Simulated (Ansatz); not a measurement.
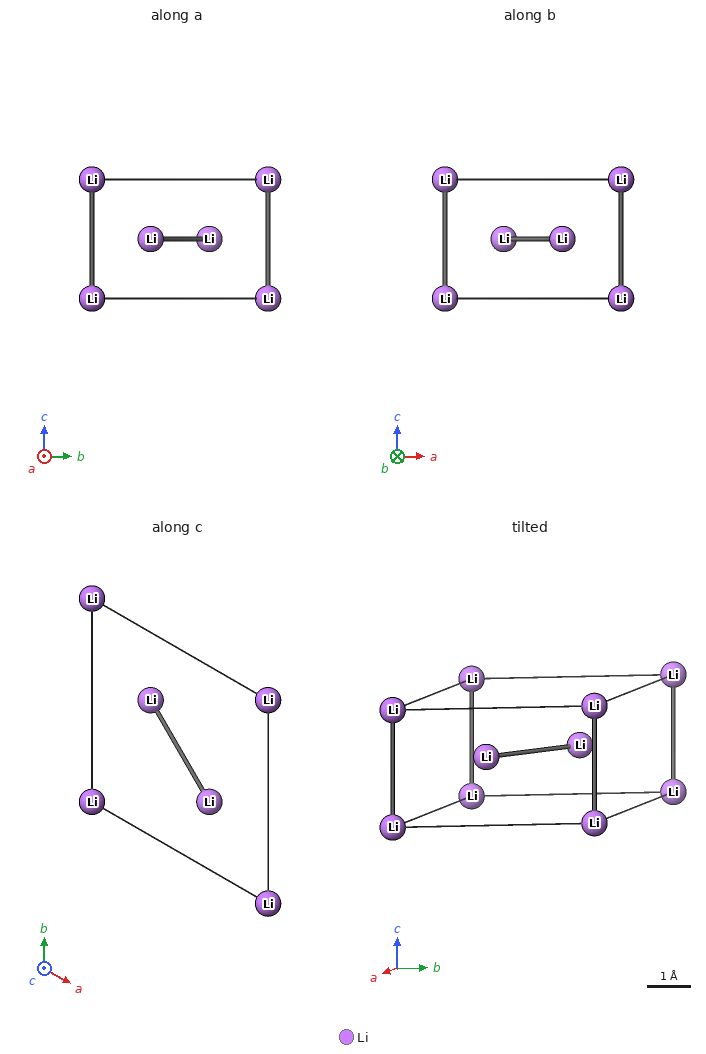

The image is a ball-and-stick drawing of a crystal, viewed along the a axis, along the b axis, along the c axis and slightly off an axis. The box is the conventional unit cell; atoms on or close to its faces, edges and corners are drawn wherever they repeat.

Lattice parameters: a = 4.778 Å, b = 4.778 Å, c = 2.796 Å, α = 90.00°, β = 90.00°, γ = 120.00°.

Question: Set out the cell and atoms as a table of Wyckoff sites.

Answer: Space group P6/mmm (No. 191).
```json
{"atom": "Li", "site": "1a", "x": "0.0000", "y": "0.0000", "z": "0.0000"}
{"atom": "Li", "site": "2d", "x": "0.3333", "y": "0.6667", "z": "0.5000"}
```

The model was built from a structure type filled with this element by a generator (whether the element takes this form wasn't checked). Earlier steps of the study may have refined or changed the cell and positions. A calculation with Ansatz used it as input.
